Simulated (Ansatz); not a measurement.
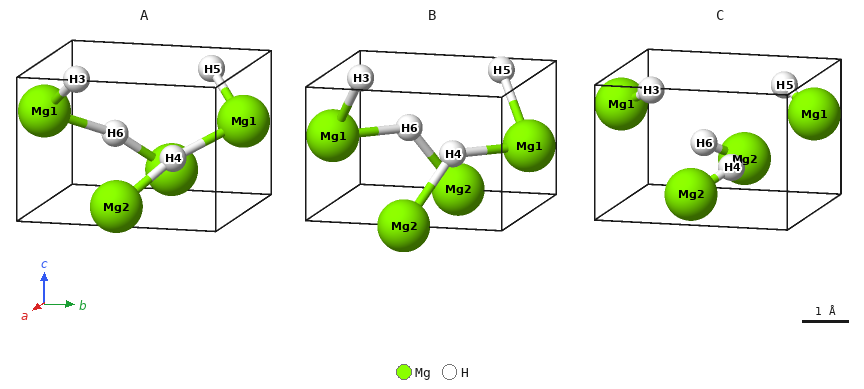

3 geometries from one relaxation of solid MgH2 (a generated structure, set up in P4_2) (coarse preliminary run), in shuffled order. A ball-and-stick model of the cell of the calculation, seen slightly off an axis.

All numbers below come from DFT PBE, scalar-relativistic, plane waves, PAW in Ansatz 0.2.0. Set-up: plane-wave cutoff 420 eV; k-point mesh 4 × 4 × 6; occupations gaussian; smearing width 0.1 eV; no spin polarisation; cell and atoms relaxed; force threshold 0.04 eV/Å; at most 70 steps.

### Put them in the order of the run, from the start to the converged end.

C, A, B. They are steps 0, 3, 9, at +1854 meV per atom, +162 meV per atom relative to the last. After 7 accepted moves (9 points after the start) the energy has fallen by 1854 meV per atom. Largest force component: 10 eV/Å at the start, 0.0012 eV/Å at the end. Pressure: 48.78 GPa at the start and 0.05 GPa at the end. The line search rejected the trial step at point 7 of the run. At 1 point the geometry stayed and the basis and grid were re-selected for the new cell (energy shift of 0.2 meV per atom at most each time). The largest moves relative to the cell, 0.69 Å, are those of Mg1 and Mg2. Mg2 goes along −c. Largest moves by element: Mg 0.69 Å, H 0.39 Å. The drawn cell changes as follows: a = b 4.437 → 4.513 Å (+1.7 %), c 3.045 → 3.015 Å (−1.0 %); the volume changes by +2.4 %. Among the contacts that change: Mg1–H3 2.793 → 1.957 Å, Mg1–H3 (another image) 1.217 → 1.957 Å, Mg1–H4 2.284 → 1.943 Å. New bonds form, among them: Mg1–H3 (2.79 → 1.96 Å), Mg1–H5 (2.79 → 1.96 Å), Mg2–H4 (2.79 → 1.96 Å), Mg2–H6 (2.79 → 1.96 Å). Bond angles that change, for instance: H3–Mg1–H5 133.0° → 79.3°. The space group (tolerance 0.01 Å) goes from P4_2 (No. 77) to P4_2/mnm (No. 136).
